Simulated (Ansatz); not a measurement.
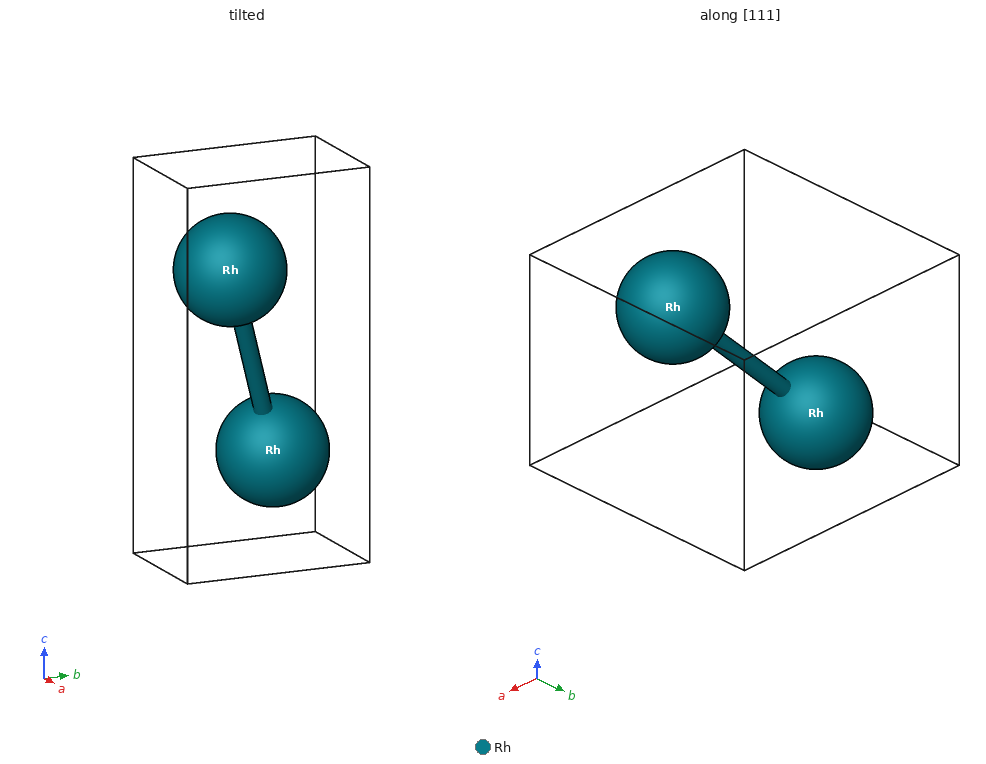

An orthographic ball-and-stick view of the structure, slightly off an axis and along [111]. The conventional unit cell is outlined; an atom on or near a face, edge or corner is repeated at each equivalent position. Cell: a = 2.541 Å, b = 2.541 Å, c = 4.088 Å, α = 90.00°, β = 90.00°, γ = 120.00°.

- The element is rhodium.
- The structure has P6_3/mmc (No. 194) symmetry and a primitive hexagonal lattice.
- The prototype is hexagonal close-packed (Mg type).
- The cell holds two atoms.
- The neighbours of Rh are twelve Rh in an anticuboctahedral arrangement at about 2.5 Å.
- The bonds build a three-dimensional framework.

Provenance: a structure listed in the Materials Project. The cell was then strained or its atoms displaced on purpose. It was the input of a calculation with Ansatz.

At this level of theory the run's own cell isn't at rest (compressed, at 83 GPa), so its distances can differ from those at equilibrium, the more so the softer the solid.
